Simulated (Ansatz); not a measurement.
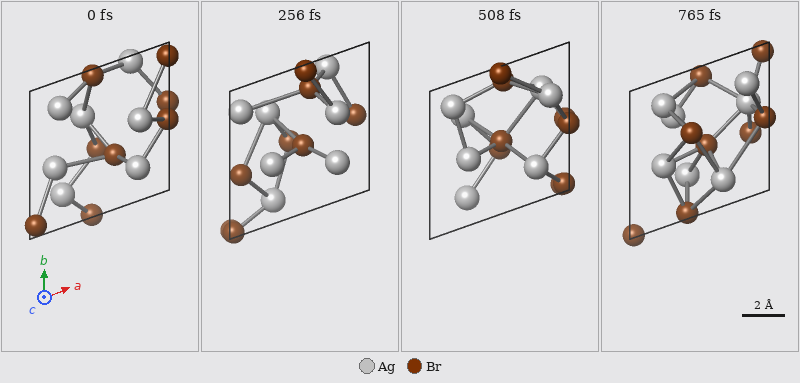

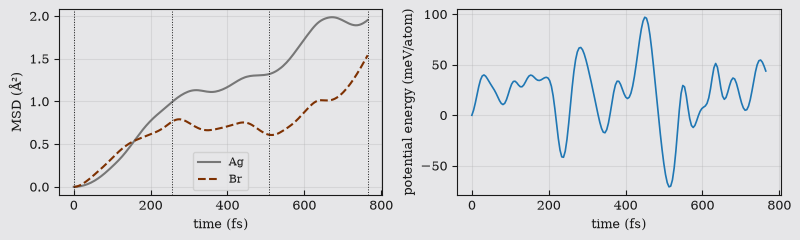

A Born-Oppenheimer molecular dynamics run of AgBr with an Ag vacancy (15 atoms in the cell, charge -1), 765 fs long. It starts from the last geometry of an earlier run, with fresh velocities. Frames and the history of the run. Style: ball-and-stick. Shown: the reduced simulation cell, along the c axis. Atoms that leave the cell re-enter on the other side. Bonds to atoms that aren't drawn are left out. Lengths and directions refer to the drawn axes.

The calculation used DFT PBE-D3(BJ), scalar-relativistic, plane waves, PAW in Ansatz. Set-up: plane-wave cutoff 420 eV; k-point mesh 2 × 2 × 2; Fermi-Dirac smearing 0.05 eV; constant energy (NVE); velocities drawn for 1920 K; time step 4.5 fs.

What do the frames and curves show?

The mean temperature in the second half is 1752 K (standard deviation 299 K). The potential energy in the second half lies on average 20.4 meV per atom above the first frame. In the second half of the run the atoms are, in the root-mean-square, this far from where they began (common drift taken out): Ag 1.26 Å, Br 0.94 Å. That is a large part of the typical shortest distance between atoms in the first frame, about 2.6 Å and still growing: the atoms leave their places as in a liquid. The total energy stays between −0.25 and 0.67 meV per atom of its start. A straight-line fit has a slope that amounts to −0.0087 meV per atom over 765 fs (under 0.1 % of the mean kinetic energy), and the ripple about it is 0.6 % of the kinetic energy's fluctuation. With a drift under 2 % and a ripple under 7 %, the integration is accurate.

Limits of the set-up: the periodic images lie only 8.2 Å apart, so the values are limited by the cell's size; the cell is charged, on a uniform background, and energies carry no finite-size correction.

Cost: 11 min on 2 threads of Intel(R) Xeon(R) 6975P-C (Granite Rapids) (shared host), peak memory 1.2 GiB.
